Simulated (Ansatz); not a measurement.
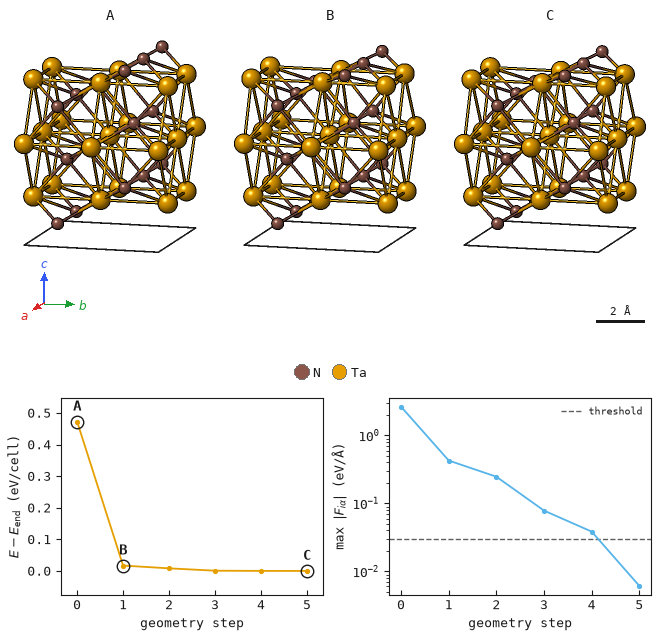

Frames of a constrained relaxation of a slab of composition TaN (cut from the P6_3/mmc phase), marked on the history of the run. A ball-and-stick model of the 2 × 1 repeat of the cell, outlined in the plane, without the vacuum, seen slightly off an axis.

Case: clean slab, lower half held. The slab is the (1 0 0) face of TaN. 5 atoms are held fixed.

Method: DFT r2SCAN, scalar-relativistic, plane waves, PAW in Ansatz. Set-up: plane-wave cutoff 500 eV; k-point mesh 10 × 5 × 1; occupations gaussian; smearing width 0.1 eV; no spin polarisation; dipole correction; atoms relaxed in a fixed cell; force threshold 0.03 eV/Å; at most 70 steps.

Q: Describe the path.

A: The largest move is that of an N atom, 0.21 Å along the normal (−c). By element the largest moves are N 0.21 Å, Ta 0.08 Å. The cell stays as it was. Among the contacts that change: Ta–Ta 2.946 → 2.793 Å, Ta–Ta 2.946 → 3.099 Å, N–Ta 2.231 → 2.114 Å, N–Ta 2.231 → 2.159 Å. Bond angles that change, for instance: Ta–N–Ta 135.9° → 144.5°, Ta–N–Ta 81.1° → 86.7°, Ta–N–Ta 82.6° → 86.3°. After 5 geometry steps the energy has fallen by 0.472 eV per cell of the calculation. Largest force component: 2.6 eV/Å at the start, 0.0061 eV/Å at the end. From step 0 to 1: an N atom moves most (0.19 Å), energy −0.455 eV per cell of the calculation. From step 1 to 5: Ta atoms move most (0.04 Å), energy −17.0 meV per cell of the calculation.
